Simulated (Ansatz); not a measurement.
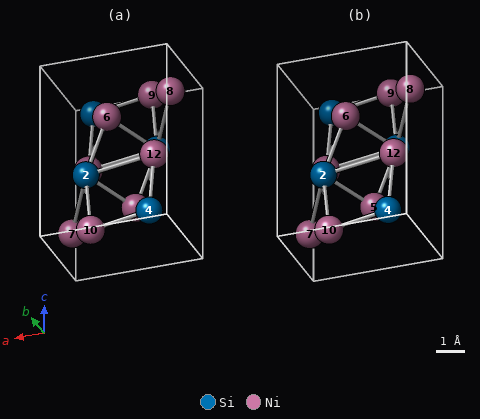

The structure of a crystal of SiNi₂ (set up in Pnma) before (left) and after (right) a relaxation, at one scale.

A ball-and-stick model of the cell of the calculation, seen from a free direction.

These are results of DFT PBE, scalar-relativistic, plane waves, PAW (Ansatz), not measurements. Settings: plane-wave cutoff 420 eV; k-point mesh 8 × 10 × 6; occupations gaussian; smearing width 0.1 eV; no spin polarisation; cell and atoms relaxed; force threshold 0.005 eV/Å; at most 80 steps.

Describe what moved and what it gained.

Answer. The largest moves relative to the cell, 0.025 Å, are those of Ni atoms. Largest moves by element: Ni 0.025 Å, Si 0.021 Å. The drawn cell changes as follows: a 4.929 → 5.021 Å (+1.9 %), b 3.697 → 3.731 Å (+0.9 %), c 7.002 → 7.076 Å (+1.1 %); the volume changes by +3.9 %. Near-neighbour distances that change, for instance: Ni–Si 2.678 → 2.757 Å, Ni–Si 2.549 → 2.581 Å, Ni–Si 2.290 → 2.315 Å, Ni–Si 2.320 → 2.345 Å. The space group stays Pnma (No. 62). Over 4 accepted moves (5 points after the start) the energy falls by 9.8 meV per atom. The largest force component goes from 0.029 to 0.0035 eV/Å. The pressure goes from 7.93 to 0.01 GPa. The SCF was repeated once at an unchanged geometry on a basis and grid sized afresh for the cell, which shifted the energy by 0.1 meV per atom at most.

Limits of the set-up: an element that often carries a moment was run without spin polarisation.
